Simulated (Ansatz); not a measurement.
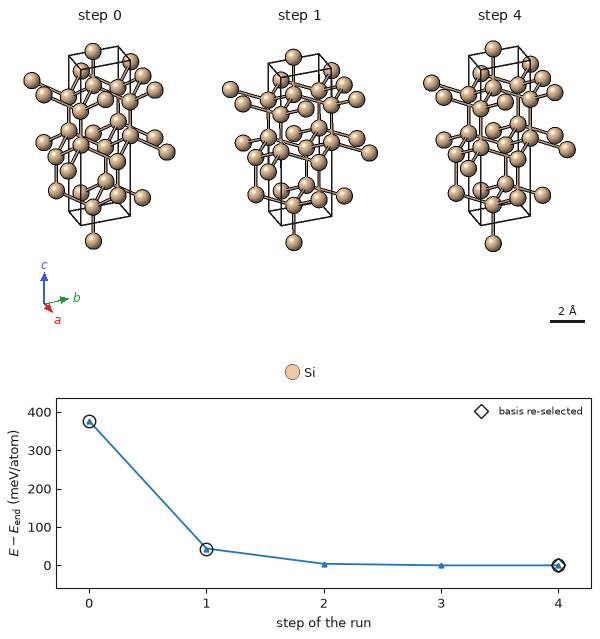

Frames of a relaxation of a crystal of Si (set up in P-1), marked on the history of the run. A ball-and-stick model of the larger cell on standard axes (3 times the calculation's cell), seen slightly off an axis.

These are results of DFT PBE, scalar-relativistic, plane waves, PAW (Ansatz 0.2.0), not measurements. (plane-wave cutoff 420 eV; k-point mesh 8 × 8 × 8; occupations gaussian; smearing width 0.05 eV; no spin polarisation; cell and atoms relaxed; force threshold 0.01 eV/Å; at most 80 steps)

Question: What happens along the run?

Answer: After 3 accepted moves (4 points after the start) the energy has fallen by 377 meV per atom. The largest force component goes from 3.3 to 0.0017 eV/Å. The pressure goes from 4.30 to 0.00 GPa. The SCF was repeated once at an unchanged geometry on a basis and grid sized afresh for the cell, which shifted the energy by less than 0.05 meV per atom at most. The largest moves, 0.15 Å, are those of Si atoms. The cell doesn't change. Near-neighbour distances that change, for instance: Si–Si 2.072 → 2.369 Å, Si–Si 2.517 → 2.369 Å, Si–Si 2.478 → 2.369 Å, Si–Si 2.456 → 2.369 Å. Bond angles that change, for instance: Si–Si–Si 101.5° → 109.5°, Si–Si–Si 117.1° → 109.5°, Si–Si–Si 102.1° → 109.5°. Within 0.06 Å the space group is C2/m at the start and Fd-3m at the end; at a tighter tolerance small leftover displacements or strains of the cell lower it. From step 0 to 1: Si atoms move most (0.15 Å), energy −333 meV per atom. From step 1 to 4: energy −43.9 meV per atom.

| step | E − E(0), meV/atom | largest force component, eV/Å | pressure, GPa | volume, Å³/atom | note |
| --- | --- | --- | --- | --- | --- |
| 0 | 0.00 | 3.3359 | 4.30 | 20.456 |  |
| 1 | -332.90 | 0.4660 | 0.59 | 20.447 |  |
| 2 | -372.74 | 0.1674 | 0.12 | 20.449 |  |
| 3 | -376.83 | 0.0017 | 0.00 | 20.463 |  |
| 4 | -376.84 | 0.0017 | 0.00 | 20.463 | same geometry, new basis |
